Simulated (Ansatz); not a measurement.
The structure in question:

```
C N
1.0
     2.49881    0.00000    0.00000
    -1.24941    2.16404    0.00000
     0.00000    0.00000   25.76387
C N
8 1
Direct
  0.33333 0.66667 0.29444
  0.66667 0.33333 0.31472
  0.66667 0.33333 0.37519
  0.33333 0.66667 0.39547
  0.33333 0.66667 0.50430
  0.66667 0.33333 0.50489
  0.66667 0.33333 0.65307
  0.33333 0.66667 0.65307
  0.33333 0.91667 0.70556
```

Question: Characterise the structure given above.

Answer: This is C$_{8}$N. It has 9 atoms to the cell (8 C, 1 N).

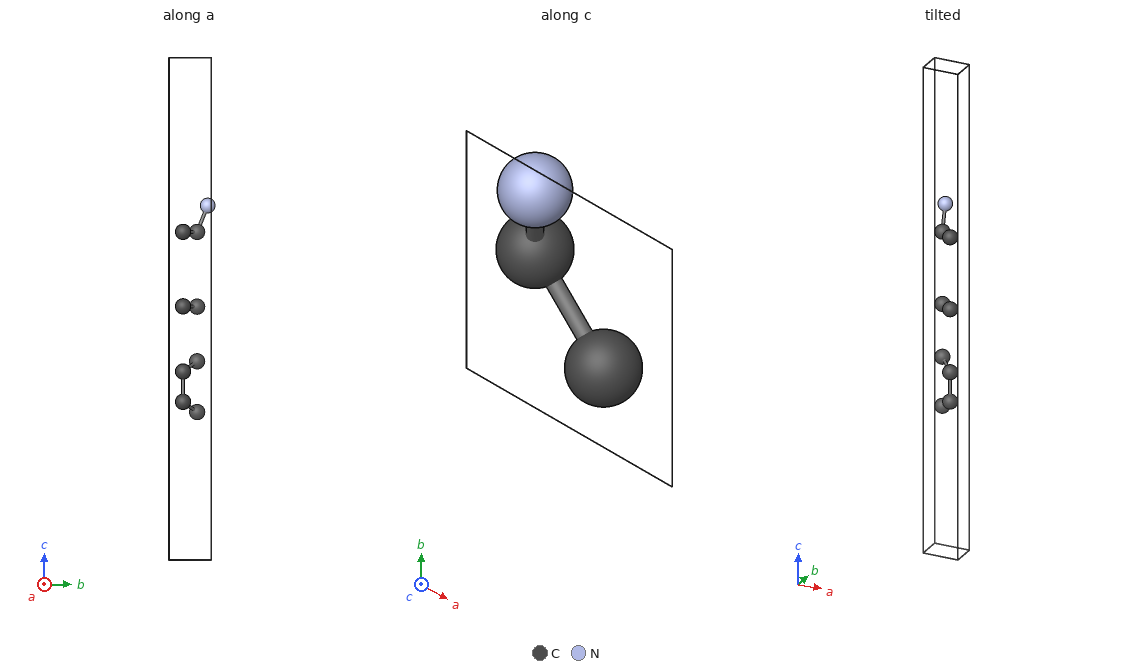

This ball-and-stick model is shown along the a axis, along the c axis and slightly off an axis. The simulation cell is outlined; an atom on or near a face, edge or corner is repeated at each equivalent position.

It goes back to an entry, possibly a prediction, of the Crystallography Open Database, from which a slab was cut and an adsorbate added. The atoms were relaxed in a fixed cell with Ansatz, DFT PBEsol, scalar-relativistic, plane waves, PAW, but for four held in place.

At this level of theory the run's own cell isn't at rest (forces up to 5.6 eV/Å), so its distances can differ from those at equilibrium, the more so the softer the solid.
